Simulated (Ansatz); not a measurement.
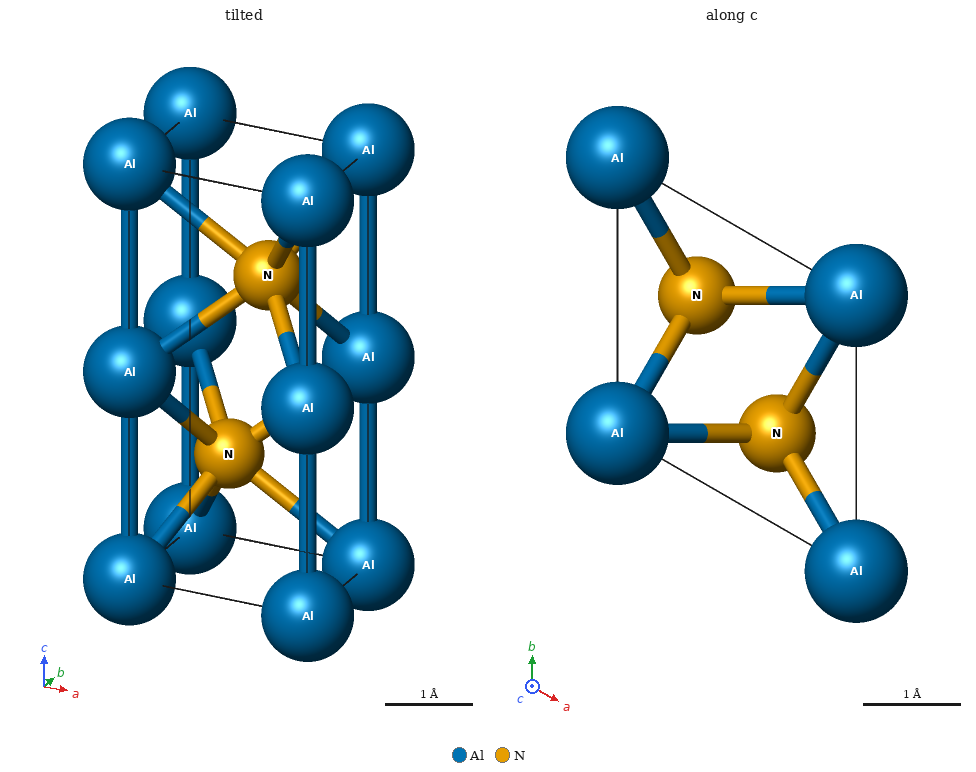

Structure drawing (ball-and-stick), viewed slightly off an axis and along the c axis. One conventional unit cell is outlined, and atoms on its boundary appear in each equivalent place. Cell: a = 2.86 Å, b = 2.86 Å, c = 4.88 Å, α = 90.00°, β = 90.00°, γ = 120.00°.

The structure was taken from a structure type filled with these elements by a generator (whether the compound takes this form wasn't checked). Earlier steps of the study may have refined or changed the cell and positions. It went into a calculation with Ansatz.

**Notes on the structure:**

It has the composition AlN. The lattice is primitive hexagonal and the space group P6_3/mmc (No. 194). The structure type is nickel arsenide (NiAs) type. Cell content 2 Al, 2 N; Z = 2. Al is linked to six N and two Al (about 2.1 Å to N, 2.4 Å to Al). Each N is bonded to six Al in a distorted trigonal prismatic arrangement at about 2.1 Å. The bonds build a three-dimensional framework.

Electronic-structure method: Ansatz 0.2.0, DFT PBE, scalar-relativistic, plane waves, PAW. Parameters: plane waves up to 420 eV, k-points on a 12×12×6 grid, Gaussian smearing of 0.02 eV, no spin polarisation.

**Classify it as metallic or gapped, with the value.**

An insulator at this level, with a gap of 4.74 eV, indirect.

**Estimate the Bader charges.**

Al +2.47 e; N -2.47 e.

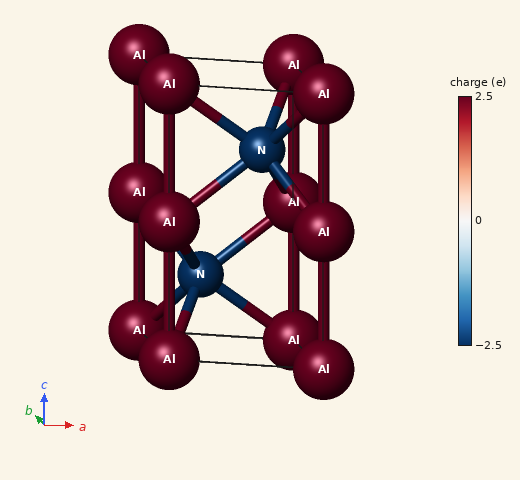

The atoms coloured by those charges. The run's cell of 4 atoms is drawn.

**Is this the optimised geometry for these settings?**

Yes. All forces vanish to within 0.01 eV/Å. The pressure is 0.0 GPa, close to zero.
